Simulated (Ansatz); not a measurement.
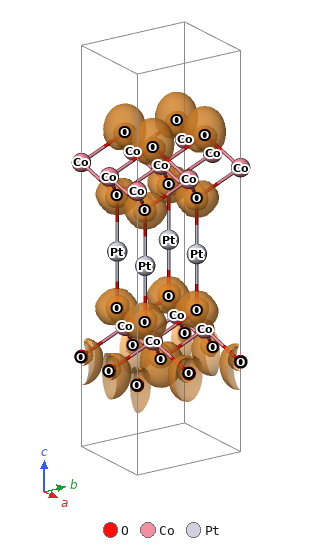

The picture shows: Co₂PtO₄ (slab). Isosurface of the ELF at 0.75 (orange), seen slightly off an axis. Only the valence region is drawn (cores and ρ < 0.01 e/Å³ removed). Sticks mark near contacts.

Not relaxed (largest force 1.7 eV/Å); spin-polarised.

These are results of Kohn-Sham DFT of a periodic cell, PBE, Ansatz PAW in Ansatz 0.2.0, not measurements.

In a PAW calculation such maps are meaningful between the atoms, not at the nuclei.

**What do the ELF domains correspond to?**

The ELF exceeds this value in four regions wrapped around O (the valence shell of each), counted in one cell of 7 atoms. Counts are for one cell; the picture repeats the cell along the surface.

Values along the shortest contacts:
Co–O (1.90 Å): the ELF peaks at about 0.85 in the valence shell of O, 0.6 Å from its nucleus, and is about 0.20 at the midpoint: no shared electron pair shows on this line. Pt–O (2.00 Å): the ELF peaks at about 0.85 in the valence shell of O, 0.6 Å from its nucleus, and is about 0.20 at the midpoint.
